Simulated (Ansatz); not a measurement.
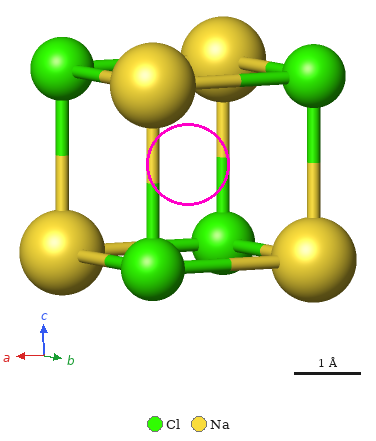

Perfect NaCl. The picture is a ball-and-stick view of the atoms within 3.8 Å of one point, seen from a free direction.

Method: DFT, PBEsol, PAW, plane waves in Ansatz 0.2.0. Settings: plane-wave cutoff 420 eV; k-point mesh 1 × 1 × 1; mesh shifted by (0.25, 0.25, 0.25); collinear spin. Fermi-Dirac smearing of 0.01 eV. The axes drawn are those of the host's conventional cell.

An extra sodium atom is put between the host's atoms (an interstitial) at the ringed place, in charge state 0. The supercell has 64 sites, and the atoms are relaxed at the host's cell.

**How do the neighbours respond?**

The Na atom starts with 4 Na at 2.42 to 2.43 Å, 4 Cl at 2.42 to 2.43 Å around its place and ends with 4 Cl at 2.52 Å, 4 Na at 2.86 Å. Of the host's atoms, a sodium atom moves furthest from its site, by 0.43 Å. The cell's net moment is 0.95 μB.

The relaxed defect, seen from the same direction:

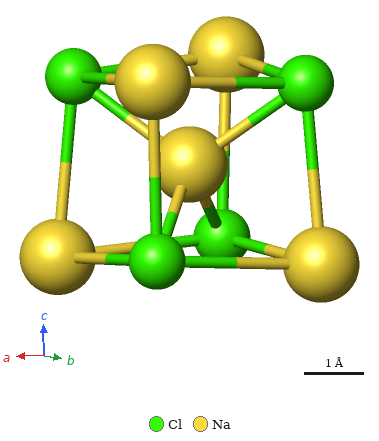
